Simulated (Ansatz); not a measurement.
## A series of single points on Cu

System: Cu (Cmcm, 2 atoms in the cell).
Method: Kohn-Sham DFT of a periodic cell, PBE, all-electron LAPW, scalar-relativistic, no spin polarisation (Ansatz 0.2.0).

The 7 runs differ only in the geometry, by an even scaling of the cell at fixed fractional positions. The structure derives from a Materials Project entry.

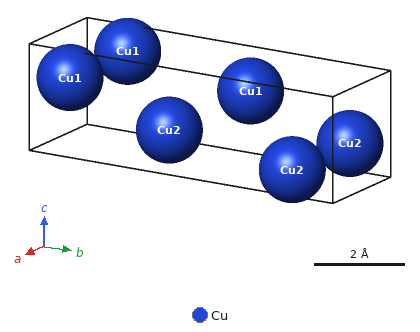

Figure 1. The structure of run 4 (spheres-only view of the cell 2 times as large as that of the calculation, set on its symmetry axes, seen at an oblique angle; atoms are numbered from 1 in the order of the input).

## Input of run 4
```yaml
crystal:
  lattice:
    - [1.21846369, -3.9763780104, 0.0]
    - [1.21846369, 3.9763780104, 0.0]
    - [0.0, 0.0, 2.4754955235]
  atoms:
    - { symbol: Cu, position: [0.86613335, 0.13386665, 0.75] }
    - { symbol: Cu, position: [0.13386665, 0.86613335, 0.25] }
kpoints:
  mp_grid: { grid: [11, 11, 11] }
scf:
  occupations: { method: fermi_dirac, width: 0.05 }
hamiltonian:
  xc: pbe
  pseudopotentials: { kind: all_electron, lapw: { basis_error: 0.0005 } }
output:
  forces: true
  stress: true
  eigenvalues: true
```

Command:
```bash
ansatz run input.yaml --threads 1 --pin off --max-ram 3072MiB --backend cpu --events-out ev --progress --plain --runs-dir out
```

Run 2 differs from it as follows:
```diff
-    - [1.21846369, -3.9763780104, 0.0]
-    - [1.21846369, 3.9763780104, 0.0]
-    - [0.0, 0.0, 2.4754955235]
+    - [1.2019959458, -3.9226365845, 0.0]
+    - [1.2019959458, 3.9226365845, 0.0]
+    - [0.0, 0.0, 2.44203878]
```

## Results, with one run withheld

```tsv
run	volume per atom (Å³)	free energy per atom, from the lowest run given (meV)	pressure (GPa)
1	11.274	64.74	18.08
2	11.514	?	?
3	11.754	23.19	9.99
4	11.994	10.83	6.59
5	12.234	3.28	3.57
6	12.474	0.00	0.87
7	12.714	0.53	−1.53
```

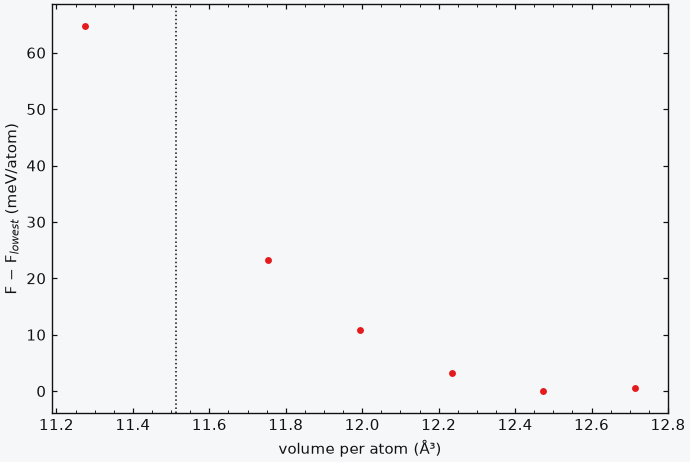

Figure 2. Free energy per atom of the runs given; the dotted line marks run 2.

Fit the runs given and predict run 2.

A cubic polynomial in V^(−2/3) (the Birch–Murnaghan form), fitted to the 6 runs given, misses them by under 0.01 meV per atom. With x = V^(−2/3) − 0.19017 Å⁻², it reads F = 8.3603 + 3406.9 x + 3.4263e+05 x² + 9.2155e+05 x³ (meV per atom). At run 2 it gives 40.93 meV per atom, and the run itself gives 40.94. The slope of the fit gives a pressure −dF/dV of 13.79 GPa there, and the run prints 13.80 GPa. The fit has its minimum at 12.558 Å³ per atom, where V d²F/dV² gives 128 GPa. Cell shape and fractional positions are held, so this is the stiffness under even scaling; the relaxed bulk modulus wasn't computed.

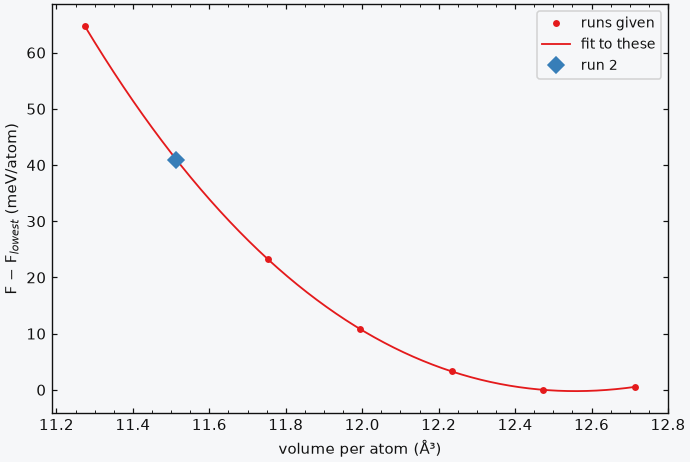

Figure 3. The fit and the withheld run.

## Output, shortened to warnings, some set-up lines, iterations and results (run 2)
```
Basis set: ecut = 365.7538676665161 eV, 369 PW (Γ), FFT grids on a1+a2, a2, a3, exchange–correlation at level 2
Symmetry: 8 space group operations
k-points: 216 of 1331
Initial density: superposition of atomic densities (chi_scale 0.1, normalization cell)
[...]
SCF iter   1: F=—  HF=-90069.927965 eV  |F-HF|=—  |Δ(HF+E_count)|=         —  Δρ=5.71e-2  dr2=4.20e-1  ethr=1.10e-3  ⟨swp⟩=2.0  Hψ=34589  notcnv=0
SCF iter   2: F=—  HF=-90071.043407 eV  |F-HF|=—  |Δ(HF+E_count)|=    1.12e0  Δρ=2.57e-2  dr2=8.95e-2  ethr=1.10e-3  ⟨swp⟩=3.0  Hψ=17949  notcnv=0
SCF iter   3: F=—  HF=-90068.325529 eV  |F-HF|=—  |Δ(HF+E_count)|=    2.72e0  Δρ=4.77e-3  dr2=5.38e-3  ethr=1.41e-5  ⟨swp⟩=2.0  Hψ=27573  notcnv=0
SCF iter   4: F=—  HF=-90068.231667 eV  |F-HF|=—  |Δ(HF+E_count)|=   9.39e-2  Δρ=5.35e-3  dr2=3.84e-3  ethr=1.41e-5  ⟨swp⟩=3.0  Hψ=17313  notcnv=0
SCF iter   5: F=—  HF=-90068.223457 eV  |F-HF|=—  |Δ(HF+E_count)|=   8.21e-3  Δρ=6.87e-4  dr2=2.77e-4  ethr=1.01e-5  ⟨swp⟩=2.0  Hψ=14091  notcnv=0
SCF iter   6: F=—  HF=-90068.223374 eV  |F-HF|=—  |Δ(HF+E_count)|=   8.29e-5  Δρ=1.29e-4  dr2=3.15e-6  ethr=7.28e-7  ⟨swp⟩=2.1  Hψ=14102  notcnv=0
SCF iter   7: F=—  HF=-90068.223375 eV  |F-HF|=—  |Δ(HF+E_count)|=   9.05e-7  Δρ=2.45e-5  dr2=1.01e-7  ethr=8.30e-9  ⟨swp⟩=3.0  Hψ=14630  notcnv=0
SCF iter   8: F=—  HF=-90068.223374 eV  |F-HF|=—  |Δ(HF+E_count)|=   7.19e-7  Δρ=5.83e-6  dr2=7.25e-9  ethr=2.66e-10  ⟨swp⟩=3.0  Hψ=16054  notcnv=0
SCF iter   9: F=-90068.223374 eV  HF=-90068.223374 eV  |F-HF|=1.31e-10  |Δ(HF+E_count)|=   2.38e-8  Δρ=3.82e-7  dr2=2.45e-11  ethr=1.91e-11  ⟨swp⟩=2.6  Hψ=14341  notcnv=0
SCF 1 converged in 9 iterations: F = -90068.223374 eV  dr2 = 2.45e-11
SCF converged after 9 iterations
Free energy (F): -90068.223374 eV
Harris-Foulkes:  -90068.223374 eV  (|F-HF|=1.31e-10)
Internal energy: -90068.219492 eV  (E = F + TS)
E sigma→0 (E₀):  -90068.221433 eV
Entropy (-TS):   -0.003882 eV (-1.941 meV/atom)
Fermi energy:    17.180102 eV
--- Per-component energies (eV) ---
  E_band       = -708.491262
  E_kinetic    = 91621.945192
  E_xc         = -3682.149949
  E_electrostatic = -178008.014736  (all electrons and nuclei)
  E_smearing   = -0.003882  (= −TS)
  E_closure    = 0.000000  (closes the sum)
  E_atoms      = -90061.064913  (free atoms, spherical and without spin; not in F)
  Σ components = -90068.223374   (vs F -90068.223374, Δ=0.00e0)
  Basis errors (estimates in eV, not in F): energy 1.4e-4 per atom: plane waves 1.2e-4 (6.4e-5 summed), levels above the bands 4.2e-86, relativity 9.6e-9, radial functions 2.0e-5, core shells 1.5e-10; eigenvalues (radial functions only) 2.1e-7; not estimated: angular momenta, meshes, grids; target …
--- Forces (eV/Å), atoms counted from 1 ---
  atom   1  Cu     0.00000000    -0.10565123    -0.00000000
  atom   2  Cu     0.00000000     0.10565123     0.00000000
  max |Σ_I F_I| component: 0.00e0 eV/Å
--- Stress (GPa, compression-positive) ---
       13.383070       0.000000       0.000000
        0.000000      13.402662       0.000000
        0.000000       0.000000      14.606973
  P = ⅓ Tr σ = 13.7976 GPa (137.976 kbar)
```
